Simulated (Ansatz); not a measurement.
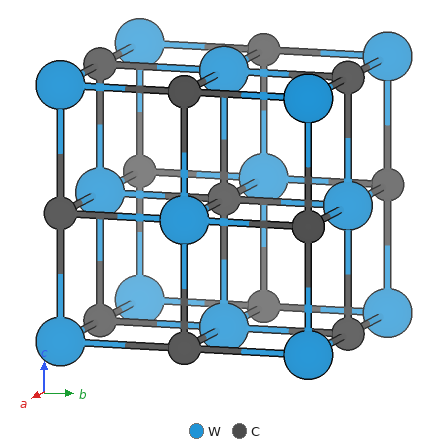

System: WC, space group Fm-3m (No. 225). The picture shows the cell.

The given structure:
```xyz
8
Lattice="4.3454 0.0000 0.0000 0.0000 -4.3454 0.0000 0.0000 0.0000 -4.3454" Properties=species:S:1:pos:R:3 pbc="T T T"
W     0.0000    0.0000    0.0000
W     2.1727   -2.1727    0.0000
W     2.1727    0.0000   -2.1727
W     0.0000   -2.1727   -2.1727
C     2.1727    0.0000    0.0000
C     0.0000   -2.1727    0.0000
C     0.0000    0.0000   -2.1727
C     2.1727   -2.1727   -2.1727
```

How it was computed, with Ansatz 0.2.0: one atom of a crystal moved along a line, all else fixed, by plane-wave density functional theory with PAW datasets, free energies less that of the undisturbed cell, pressure positive in compression; scalar-relativistic. Level: PBEsol, no spin polarisation.

wave cutoff 420 eV; k mesh 14×14×14; occupations Gaussian; smearing width 0.15 eV; k shift (0, 0, 0) (mesh steps); start relaxed; moved atom 1; direction (−1, 0, 0) (Cartesian unit vector).

Describe the result: the energy change, force along the direction (sum over moved atoms) and pressure against displacement. The displacement takes the values −0.300, −0.150, 0.000, 0.075, 0.225 Å.

The energy rises on both sides of the starting structure, which is therefore a minimum along this path. The energy change is 0.5706 eV/cell at displacement −0.300 Å and 0.2601 eV/cell at 0.225 Å; the lowest computed point is at displacement 0.000 Å (0.0000 eV/cell), and no other minimum shows among the points. The force along the direction (sum over moved atoms) falls from 5.35 eV/Å at displacement −0.300 Å to −3.05 eV/Å at 0.225 Å, and changes sign near 0.00 Å. The pressure goes from 5.910 GPa at displacement −0.300 Å to 3.188 GPa at 0.225 Å, not monotonically, with a low of −0.018 GPa at 0.000 Å.

| displacement (Å) | energy change (eV/cell) | force along the direction (sum over moved atoms) (eV/Å) | pressure (GPa) |
| --- | --- | --- | --- |
| −0.300 | 0.5706 | 5.35 | 5.910 |
| −0.150 | 0.0945 | 1.48 | 1.368 |
| 0.000 | 0.0000 | 0.00 | −0.018 |
| 0.075 | 0.0207 | −0.57 | 0.324 |
| 0.225 | 0.2601 | −3.05 | 3.188 |

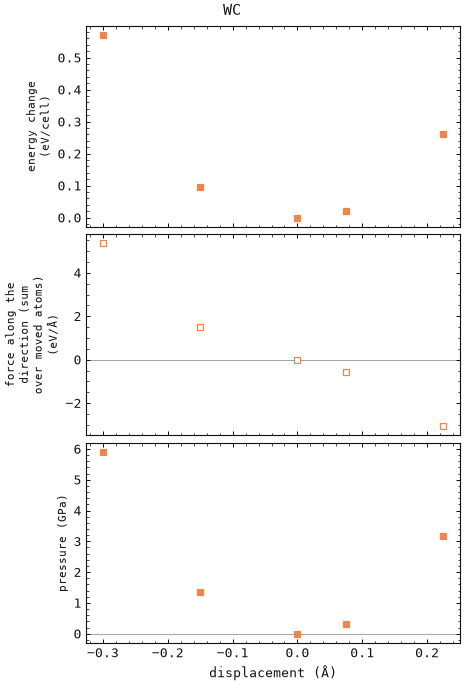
